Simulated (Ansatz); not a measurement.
## Ga: 5 runs along one coordinate

System: Ga (1 atom in the cell).
Method: DFT PBEsol, scalar-relativistic, plane waves, PAW, no spin polarisation (Ansatz 0.2.0).

The 5 runs differ only in the geometry, by a strain of the cell at fixed fractional positions. Against run 3, the strain is εxx = η and εyy = η. The structure derives from an entry of the Crystallography Open Database.

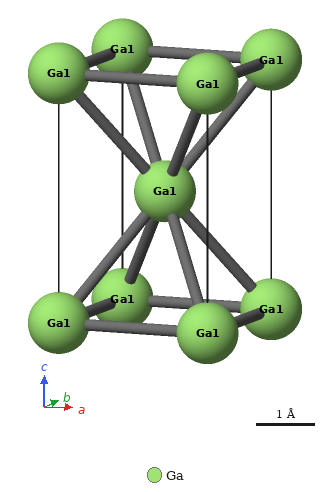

Figure 1. The structure of run 3 (ball-and-stick view of the cell 2 times as large as that of the calculation, set on its symmetry axes, seen slightly off an axis; atoms are numbered from 1 in the order of the input). An atom can appear more than once, as a periodic image.

**Input of run 3**
```yaml
crystal:
  lattice:
    - [-1.404, 1.404, 2.195565]
    - [1.404, -1.404, 2.195565]
    - [1.404, 1.404, -2.195565]
  atoms:
    - { symbol: Ga, position: [0.0, 0.0, 0.0] }
basis:
  ecutwfc: 420
kpoints:
  mp_grid: { grid: [24, 24, 24] }
hamiltonian:
  xc: pbesol
scf:
  occupations: { method: gaussian, width: 0.15 }
output:
  forces: true
  stress: true
  eigenvalues: true
```

Command:
```bash
ansatz run input.yaml --threads 1 --pin off --max-ram 2560MiB --backend cpu --events-out ev --progress --plain --runs-dir out
```

Lattice vectors (Å) and fractional positions of run 3:
```
  -1.404000    1.404000    2.195565
   1.404000   -1.404000    2.195565
   1.404000    1.404000   -2.195565
Ga  0.000000  0.000000  0.000000
```

Run 4 differs from it as follows:
```diff
-    - [-1.404, 1.404, 2.195565]
-    - [1.404, -1.404, 2.195565]
-    - [1.404, 1.404, -2.195565]
+    - [-1.42506, 1.42506, 2.195565]
+    - [1.42506, -1.42506, 2.195565]
+    - [1.42506, 1.42506, -2.195565]
```

**Results, with one run withheld**

| run | strain parameter η (%) | free energy per atom, from the lowest run given (meV) | pressure (GPa) |
| --- | --- | --- | --- |
| 1 | −3.0000 | 23.31 | 6.10 |
| 2 | −1.5000 | 8.08 | 3.55 |
| 3 | 0.0000 | 0.00 | 1.46 |
| 4 | 1.5000 | ? | ? |
| 5 | 3.0000 | 2.04 | −2.00 |

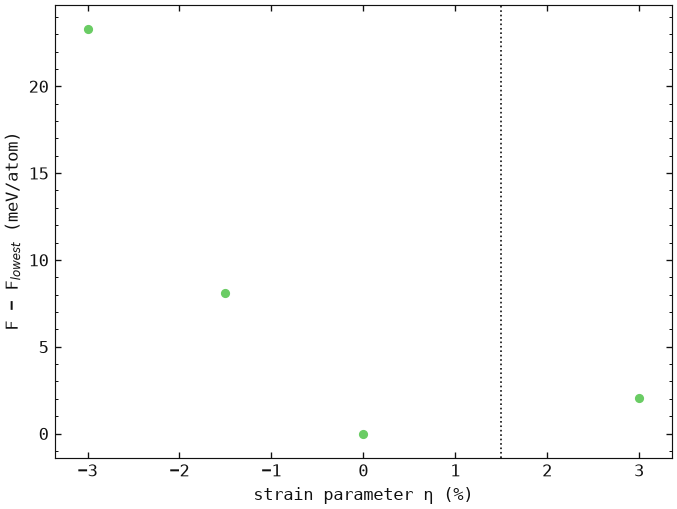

Figure 2. Free energy per atom of the runs given; the dotted line marks run 4.

Fit the runs given and predict run 4.

A quadratic polynomial in the coordinate, fitted to the 4 runs given, misses them by at most 0.24 meV per atom. With x = η + 0.3750, it reads F = 1.3451 − 4.5939 x + 1.4247 x² (meV per atom). At run 4 it gives −2.26 meV per atom, and the run itself gives −2.02. The fit has its minimum at η = 1.2372 %.

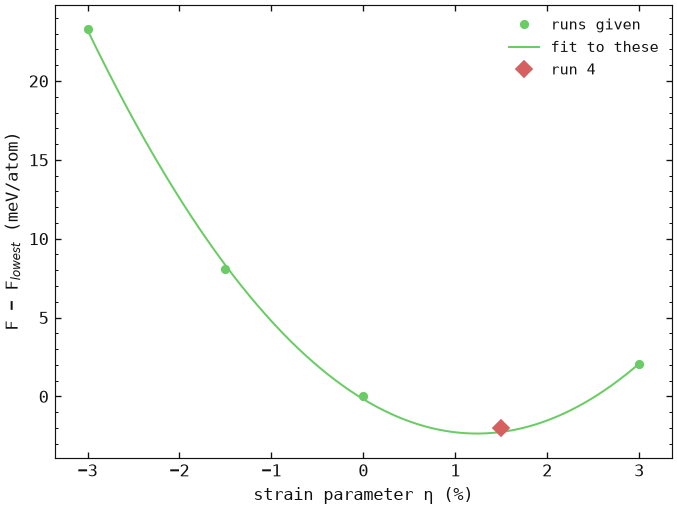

Figure 3. The fit and the withheld run.

**Output, shortened to warnings, some set-up lines, iterations and results (run 4)**
```
Basis set: ecut = 420 eV, 339 PW (Γ), exchange–correlation on 40×40×40 points (8 copies of the dense FFT grid, shifted against one another)
Symmetry: 16 space group operations
k-points: 1063 of 13824
Initial density: superposition of atomic densities (neutral atoms: chi_scale 0, normalization atom), corrected by the library's trained network
[...]
SCF iter   1: F=—  HF=-3743.187696 eV  |F-HF|=—  |Δ(HF+E_count)|=         —  Δρ=1.74e-3  dr2=3.01e-4  ethr=1.77e-3  ⟨swp⟩=5.0  Hψ=68652  notcnv=0
SCF iter   2: F=—  HF=-3743.187225 eV  |F-HF|=—  |Δ(HF+E_count)|=   4.71e-4  Δρ=5.04e-4  dr2=2.23e-5  ethr=2.32e-6  ⟨swp⟩=2.0  Hψ=26686  notcnv=0
SCF iter   3: F=—  HF=-3743.187238 eV  |F-HF|=—  |Δ(HF+E_count)|=   1.27e-5  Δρ=2.06e-4  dr2=3.30e-6  ethr=1.72e-7  ⟨swp⟩=1.0  Hψ=11226  notcnv=0
SCF iter   4: F=-3743.187241 eV  HF=-3743.187241 eV  |F-HF|=7.42e-8  |Δ(HF+E_count)|=   3.44e-6  Δρ=3.20e-5  dr2=6.91e-8  ethr=2.54e-8  ⟨swp⟩=2.4  Hψ=16036  notcnv=0
SCF iter   5: F=-3743.187241 eV  HF=-3743.187241 eV  |F-HF|=3.18e-8  |Δ(HF+E_count)|=   6.80e-9  Δρ=1.27e-5  dr2=1.58e-8  ethr=5.32e-10  ⟨swp⟩=2.0  Hψ=18137  notcnv=0
SCF iter   6: F=-3743.187241 eV  HF=-3743.187241 eV  |F-HF|=1.83e-9  |Δ(HF+E_count)|=   1.15e-8  Δρ=2.97e-6  dr2=8.71e-10  ethr=1.22e-10  ⟨swp⟩=3.0  Hψ=43714  notcnv=0
SCF 1 converged in 6 iterations: F = -3743.187241 eV  dr2 = 8.71e-10
SCF converged after 6 iterations
Free energy (F): -3743.187241 eV
Harris-Foulkes:  -3743.187241 eV  (|F-HF|=1.83e-9)
Internal energy: -3743.183486 eV  (E = F + TS)
E sigma→0 (E₀):  -3743.185364 eV
Entropy (-TS):   -0.003756 eV (-3.756 meV/atom)
Fermi energy:    10.346698 eV
--- Per-component energies (eV) ---
  E_band       = -27.511236
  E_kinetic    = 115.265844
  E_local      = -1743.178598  (includes V_loc(G=0)·N_el)
  E_nonlocal   = 423.408903
  E_hartree    = 820.656812
  E_xc         = -69.169351
  E_vxc        = -58.733197  (∫ρ·V_xc dr)
  E_paw        = -1946.161236  (= ΣΔE_a)
  E_vpaw       = -405.585985  (= ΣTr[D̂ρ^β])
  E_aug_tail   = -0.000122  (compensation charges beyond the density's cutoff)
  E_ewald      = -1344.868716
  E_core_change = 0.862978  (= ΣΔE_core)
  E_smearing   = -0.003756  (= −TS)
  E_closure    = -0.000000  (closes the sum)
  Σ components = -3743.187241   (vs F -3743.187241, Δ=0.00e0)
--- Forces (eV/Å), atoms counted from 1 ---
  atom   1  Ga    -0.00000000    -0.00000000     0.00000000
  max |Σ_I F_I| component: 2.77e-32 eV/Å
--- Stress (GPa, compression-positive) ---
       -0.323135      -0.000000       0.000000
       -0.000000      -0.323135      -0.000000
       -0.000000       0.000000      -0.467632
  P = ⅓ Tr σ = -0.3713 GPa (-3.713 kbar)
```
